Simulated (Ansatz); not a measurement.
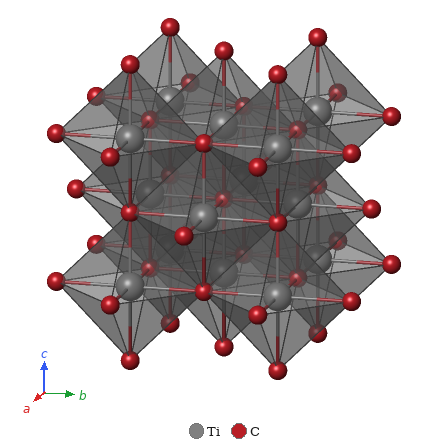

System: TiC, space group Fm-3m (No. 225). The picture shows the conventional cell.

Starting cell:
```cif
data_structure
_symmetry_space_group_name_H-M 'P 1'
_symmetry_Int_Tables_number 1
_cell_length_a 3.0602
_cell_length_b 3.0602
_cell_length_c 3.0602
_cell_angle_alpha 60.000
_cell_angle_beta 60.000
_cell_angle_gamma 60.000
_cell_volume 20.26
loop_
_atom_site_label
_atom_site_type_symbol
_atom_site_fract_x
_atom_site_fract_y
_atom_site_fract_z
_atom_site_occupancy
Ti1 Ti 0.00000 0.00000 0.00000 1
C1 C 0.50000 0.50000 0.50000 1
```

One of the inputs:
```
crystal:
  lattice:
    - [0.0, 2.1420470661, 2.1420470661]
    - [2.1420470661, 0.0, 2.1420470661]
    - [2.1420470661, 2.1420470661, 0.0]
  atoms:
    - { symbol: Ti, position: [0.0, 0.0, 0.0] }
    - { symbol: C, position: [0.5, 0.5, 0.5] }
basis:
  ecutwfc: 500
kpoints:
  mp_grid: { grid: [16, 16, 16] }
hamiltonian:
  xc: r2scan
scf:
  occupations: { method: gaussian, width: 0.1 }
output:
  forces: true
  stress: true
  eigenvalues: true
```

Run as:
```bash
ansatz run input.yaml --threads 1 --pin off --max-ram 2560MiB --backend cpu --events-out ev --progress --plain --runs-dir out
```

How it was computed, with Ansatz 0.2.0: third-order Birch-Murnaghan fit to density functional energies at scaled volumes of the given relaxed cell, shape and atoms relaxed at each volume; energies count from the fitted minimum; plane waves with PAW datasets, Γ-centred k mesh. Level: r2SCAN, no spin polarisation.

- wave cutoff: 500 eV
- k mesh: 16×16×16
- occupations: Gaussian
- smearing width: 0.1 eV

Predict the energy above the minimum and pressure against volume. The volume takes the values 8.917, 9.221, 9.525, 9.828, 10.132, 10.436, 10.740, 11.146 Å³/atom.

A third-order Birch–Murnaghan fit gives V0 = 10.13 Å³/atom, B0 = 262 GPa and B′ = 4.0. The energy above the minimum is 147.2 meV/atom at volume 8.917 Å³/atom and 70.7 meV/atom at 11.146 Å³/atom; the lowest computed point is at volume 10.132 Å³/atom (0.0 meV/atom), in a single well. The pressure falls from 43.11 GPa at volume 8.917 Å³/atom to −20.67 GPa at 11.146 Å³/atom, and changes sign near 10.13 Å³/atom. The solid is metallic at every point.

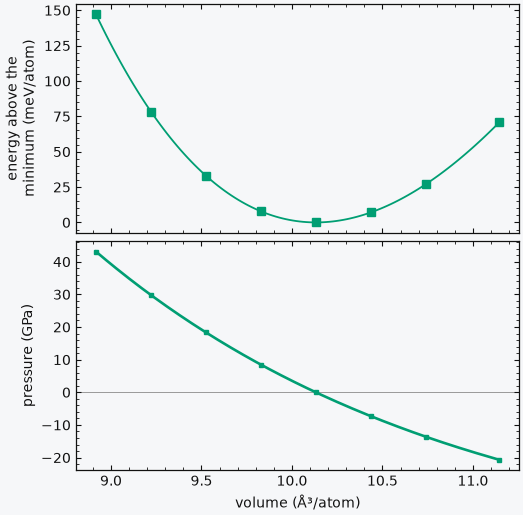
